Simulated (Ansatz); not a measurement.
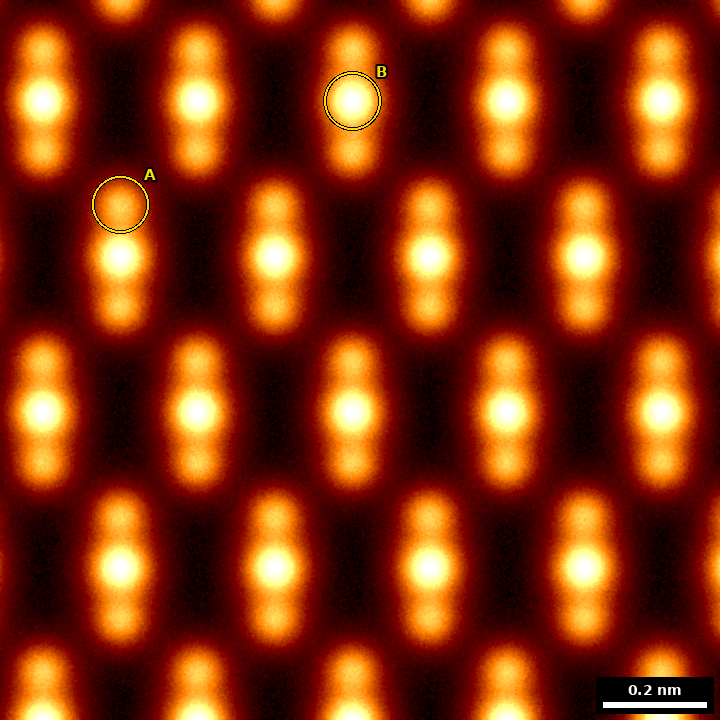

iDPC-like image of Bi (P6_3/mmc, No. 194) along [201]. Simulated as the projected potential of neutral atoms (B = 0.8 Å²) blurred by a 0.52 Å probe, the thin-sample limit of integrated differential phase contrast. The display is stretched by a gamma of 0.65; percentages refer to the linear signal. Shot noise was added. Structure: the end point of a relaxation with DFT, PAW plane waves, r2scan (Ansatz); the starting structure was generated, so it need not be a known form of this composition.

```yaml
crystal:
  lattice:
    - [3.49358, 0.00000, 0.00000]
    - [-1.74679, 3.02553, 0.00000]
    - [0.00000, 0.00000, 11.82018]
  atoms:
    - { symbol: Bi, position: [0.00000, 0.00000, 0.50000] }
    - { symbol: Bi, position: [0.00000, 0.00000, 0.00000] }
    - { symbol: Bi, position: [0.33333, 0.66667, 0.25000] }
    - { symbol: Bi, position: [0.66667, 0.33333, 0.75000] }
```

Question: Which atoms make up the marked columns?

Answer: A: Bi (1 Bi per 13.73 Å along the beam; about 50 % of the brightest peak). B: Bi (2 Bi per 13.73 Å along the beam; the brightest kind). Brightness is counted from the darkest point of the image.
